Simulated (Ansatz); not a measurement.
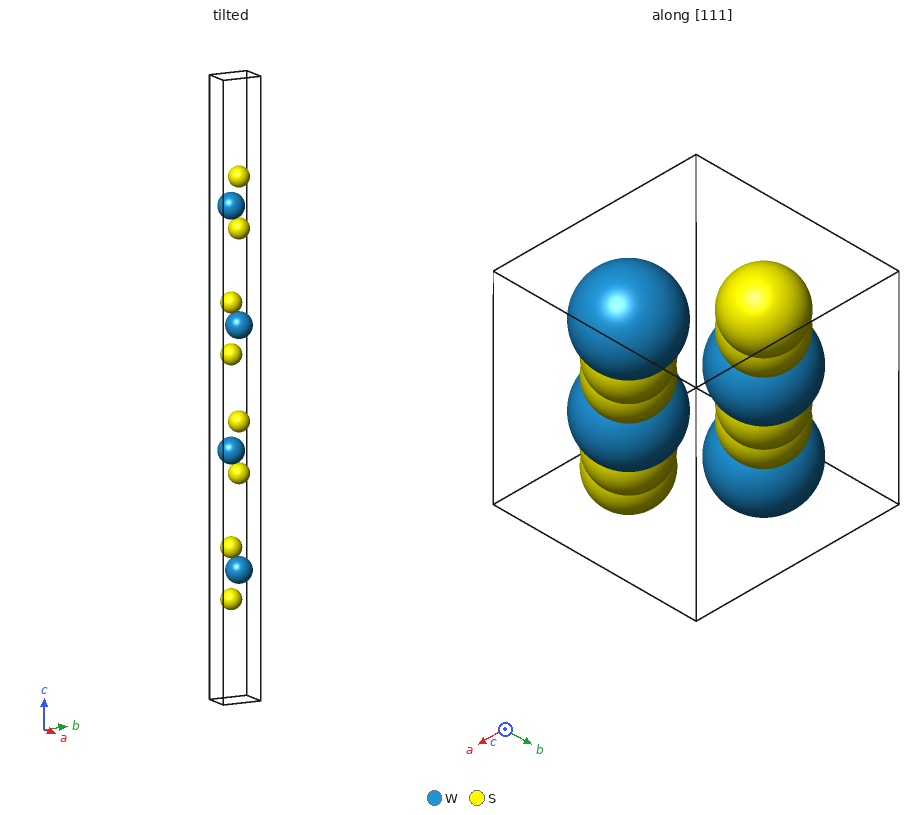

Crystal structure, spheres-only style, seen slightly off an axis and along [111]. Thin lines show the simulation cell, with boundary atoms drawn in all their periodic places.

Chemical formula WS2. The cell has 12 atoms, namely 4 W, 8 S. Each W atom is coordinated by six S in a trigonal prismatic arrangement. S is coordinated by three W in a trigonal pyramidal arrangement. Not all metal-metal contacts are counted.

It goes back to a structure listed in the Materials Project. This is the structure after a relaxation with DFT PBE, scalar-relativistic, plane waves, PAW in Ansatz.
